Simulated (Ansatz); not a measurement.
Input

```
accuracy: low
crystal:
  lattice:
    - [0.0, 5.43, 5.43]
    - [5.43, 0.0, 5.43]
    - [5.43, 5.43, 0.0]
  atoms:
    - { symbol: Si, position: [0.0, 0.0, 0.0] }
    - { symbol: Si, position: [0.125, 0.125, 0.125] }
    - { symbol: Si, position: [0.0, 0.0, 0.5] }
    - { symbol: Si, position: [0.125, 0.125, 0.625] }
    - { symbol: Si, position: [0.0, 0.5, 0.0] }
    - { symbol: Si, position: [0.125, 0.625, 0.125] }
    - { symbol: Si, position: [0.0, 0.5, 0.5] }
    - { symbol: Si, position: [0.125, 0.625, 0.625] }
    - { symbol: Si, position: [0.5, 0.0, 0.0] }
    - { symbol: Si, position: [0.625, 0.125, 0.125] }
    - { symbol: Si, position: [0.5, 0.0, 0.5] }
    - { symbol: Si, position: [0.625, 0.125, 0.625] }
    - { symbol: Si, position: [0.5, 0.5, 0.0] }
    - { symbol: Si, position: [0.625, 0.625, 0.125] }
    - { symbol: Si, position: [0.5, 0.5, 0.5] }
    - { symbol: Si, position: [0.625, 0.625, 0.625] }
    - { symbol: Ge, position: [0.8772034, 0.8778771, 0.878877] }
basis:
  ecutwfc: 420.0
kpoints:
  mp_grid: { grid: [2, 2, 2] }
hamiltonian:
  xc: pbe
  pseudopotentials: { kind: paw, azcp: { folder: soft_1 } }
scf:
  occupations: { method: fermi_dirac, width: 0.05 }
  lower_state_search: "off"
relax:
  f_tol: 0.08
  max_steps: 25
  adjacent_minimum: "off"
output:
  write_density: true
  write_potential: true
  elf: true
  volumetric_format: npy
```

Launched as:

```sh
ansatz run input.yaml --threads 1 --pin off --max-ram 3072MiB --backend cpu --events-out ev --progress --plain --runs-dir out
```

The fields are those of the run's last geometry, not of the input's.

PAW files of the earlier set (soft_1).

Computed with DFT PBE, scalar-relativistic, plane waves, PAW (Ansatz).

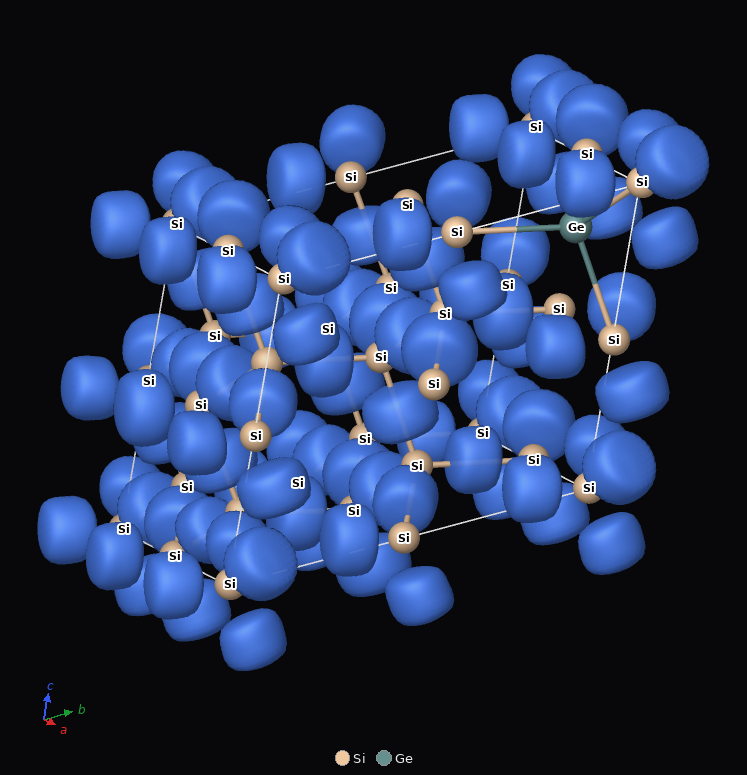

Si₁₆Ge (cell with a defect). Isosurface of the ELF at 0.75 (blue), seen slightly off an axis. Core shells and regions of very low density are left out. Sticks mark near contacts.

In a PAW calculation such maps are meaningful between the atoms, not at the nuclei.

**What do the ELF domains correspond to?**

The surface consists of 32 regions between bonded Si–Si atoms, counted in one cell of 17 atoms. Any copies at cell faces, edges or corners count once. Along the contacts the grid gives the following. Si–Si (2.28 Å): the ELF peaks at about 0.95 between the atoms. Si–Ge (2.41 Å): the ELF peaks at about 0.60 in the valence shell of Si, 1.0 Å from its nucleus, and is about 0.55 at the midpoint.

**Does the calculation give a band gap?**

It is metallic or semimetallic at this level of theory: no gap opens.
